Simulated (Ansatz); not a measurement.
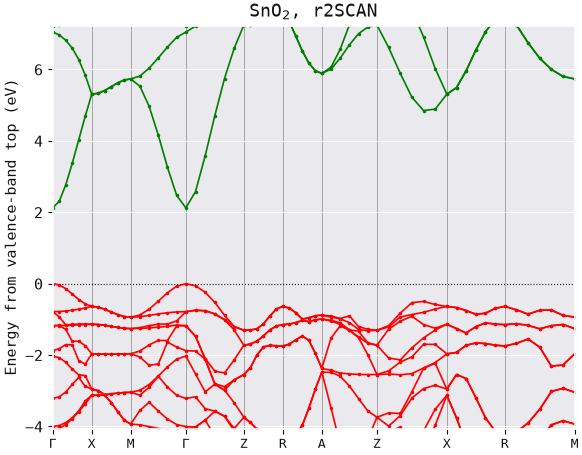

Band structure. Energies are counted from the top of the valence band. The path runs straight from each named point to the next. The path has few k points, so lines between them are rough.

Q: What lattice type does the k path imply?

A: A primitive tetragonal lattice: the path Γ–X–M–Γ–Z–R–A–Z–X–R–M runs through the special points of its Brillouin zone.

Calculation on SnO$_{2}$, space group P4_2/mnm (No. 136), 6 atoms in the cell.

Method: DFT with r2SCAN, PAW plane waves, no spin polarisation, 6×6×8 k mesh, 500 eV cutoff, Fermi-Dirac smearing of 0.11 eV (Ansatz).

Q: Read off the fundamental gap and say whether it is direct.

A: The material is gapped. The gap along this path is 2.12 eV and direct: both edges lie at Γ.

Q: How many bands meet at the valence-band top?

A: The top valence level at Γ is a single band, not degenerate (spin aside).

The atoms aren't at rest in this cell (largest force 0.3 eV/Å), so the relaxed material can differ. The cell is at 7 GPa in this functional.
